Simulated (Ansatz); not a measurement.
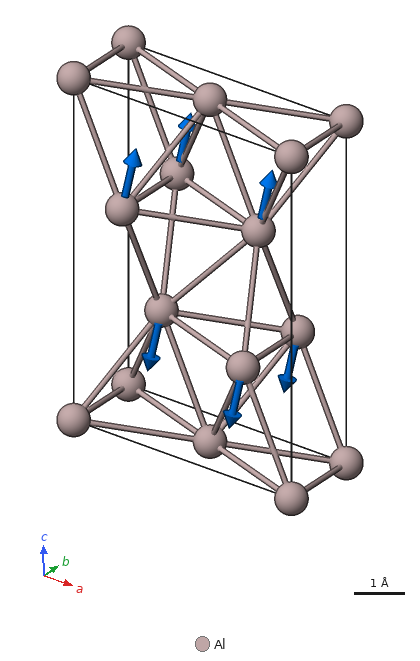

One vibrational mode of crystalline Al (a generated structure) at the zone centre. The blue arrows are the displacements of the atoms (eigenvector over the root of the mass), of arbitrary overall length and sign. Style: ball-and-stick. Shown: the conventional cell (2 times the calculation's cell), slightly off an axis. Lengths and directions refer to the drawn axes.

Theory: Ansatz, DFT PBE, scalar-relativistic, plane waves, PAW.

Input
```yaml
crystal:
  lattice:
    - [2.8532480107, -0.0887678912, -0.1372756586]
    - [-1.3465711904, 2.5173399416, 0.1206257176]
    - [-1.1199826323, -0.9407439784, 7.0943500339]
  atoms:
    - { symbol: Al, position: [0.5549914411, 0.7775036151, 0.3323118231] }
    - { symbol: Al, position: [0.4450085589, 0.2224963849, 0.6676881769] }
    - { symbol: Al, position: [0.0, 0.0, 0.0] }
basis:
  ecutwfc: 420
kpoints:
  mp_grid: { grid: [18, 18, 8] }
hamiltonian:
  xc: pbe
scf:
  occupations: { method: fermi_dirac, width: 0.15 }
output:
  eigenvalues: true
phonons:
  method: dfpt
  eigenvectors: true
```

Run as
```bash
ansatz run input.yaml --threads 1 --pin off --max-ram 2560MiB --backend cpu --events-out ev --progress --plain --runs-dir out
```

The frequencies depend somewhat on the k-mesh and the smearing.

Question: Describe the mode and give its frequency.

Answer: This is the A_g mode at 265 cm⁻¹, optical level 3 of 4, counted from below, Raman-active by symmetry. The Al (2a) atoms stay at rest; all motion is along [1 0 3]; atoms of one kind move against one another, with no net shift of their sublattice.
